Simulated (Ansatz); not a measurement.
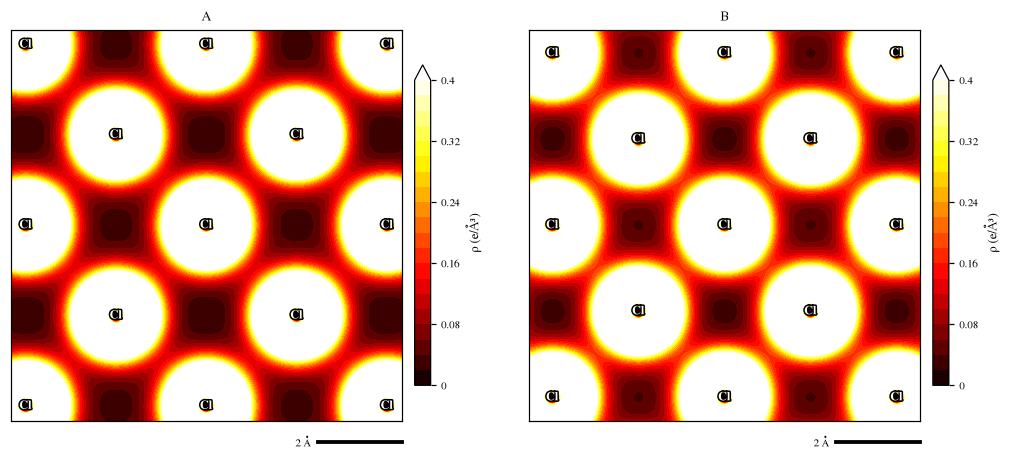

Cl. The valence pseudo-density of two cells that differ in size, on the (100) plane of each (indices in the axes of the calculation cell), at one length scale and on one colour scale; one has 22.7 and the other 26.2 Å³ an atom.

Theory: Ansatz 0.2.0, DFT PBE, scalar-relativistic, plane waves, PAW.

Q: Which is the denser cell? Describe the effect of the change.

A: Panel B is the smaller cell, by 14 % in volume. From the larger cell to the smaller, Cl–Cl goes from 3.03 to 2.89 Å, and the density at its midpoint from 0.13 to 0.18 e/Å³; the pressure goes from −1.3 to 3.4 GPa.
